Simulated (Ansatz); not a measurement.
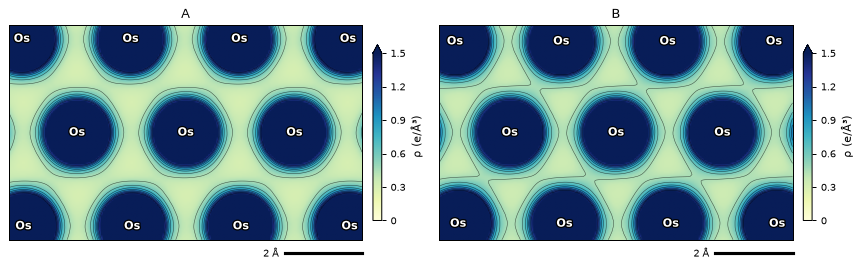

Os. The valence charge density (pseudo) of two cells that differ in size and shape, on the (010) plane of each (indices in the axes of the calculation cell), at one length scale and on one colour scale: A has 15.6 Å³ an atom and B 14.5.

Space group I4/mmm; computed without spin polarisation.

Theory: Ansatz 0.2.0, DFT r2SCAN, scalar-relativistic, plane waves, PAW.

The density is the valence pseudo-density of a PAW calculation; it isn't the true density close to the nuclei.

The larger cell:

```xyz
1
Lattice="0.0000 1.9742 2.0034 1.9742 0.0000 2.0034 1.9742 1.9742 0.0000" Properties=species:S:1:pos:R:3 pbc="T T T"
Os    0.0000    0.0000    0.0000
```

The smaller cell: a = 2.751 Å, b = 2.751 Å, c = 2.709 Å, α = 60.50°, β = 60.50°, γ = 59.00°.

Q: What does the compression do to the bonding and the properties?

A: From the larger cell to the smaller, Os–Os goes from 2.81 to 2.71 Å, and the density at its midpoint from 0.39 to 0.46 e/Å³; the pressure goes from −34 to −11 GPa.
